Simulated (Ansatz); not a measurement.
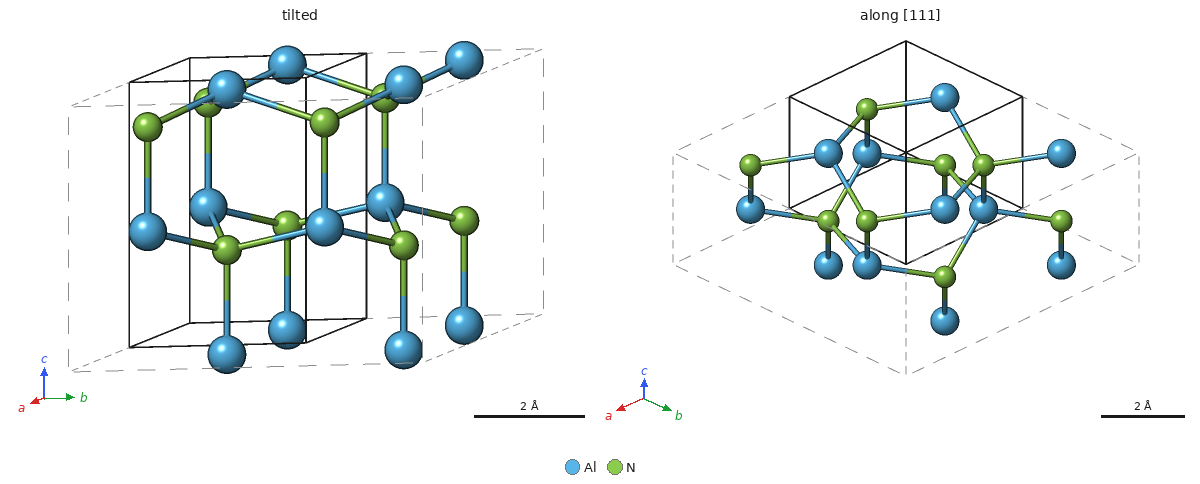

Structure drawing (ball-and-stick), viewed slightly off an axis and along [111]. One conventional unit cell is drawn solid; the view covers 2×2×1 cells. Cell: a = 3.271 Å, b = 3.271 Å, c = 4.874 Å, α = 90.00°, β = 90.00°, γ = 120.00°.

What structure is drawn here?

Chemical formula AlN. The symmetry is that of P6_3mc (No. 186), on a primitive hexagonal lattice. In the cell are 2 Al, 2 N, which makes 2 formula units. Al bonds to four N in a distorted tetrahedral arrangement at about 1.9 Å. N is coordinated by four Al in a distorted tetrahedral arrangement at about 1.9 Å. The bonds build a three-dimensional framework.

Provenance: a structure listed in the Materials Project. It was relaxed with DFT PBE, scalar-relativistic, plane waves, PAW (Ansatz) under a constraint or pressure on the cell, so some stress remains.

At this level of theory the cell isn't at rest (stretched, at -11 GPa), so its distances can differ from those at equilibrium, the more so the softer the solid.
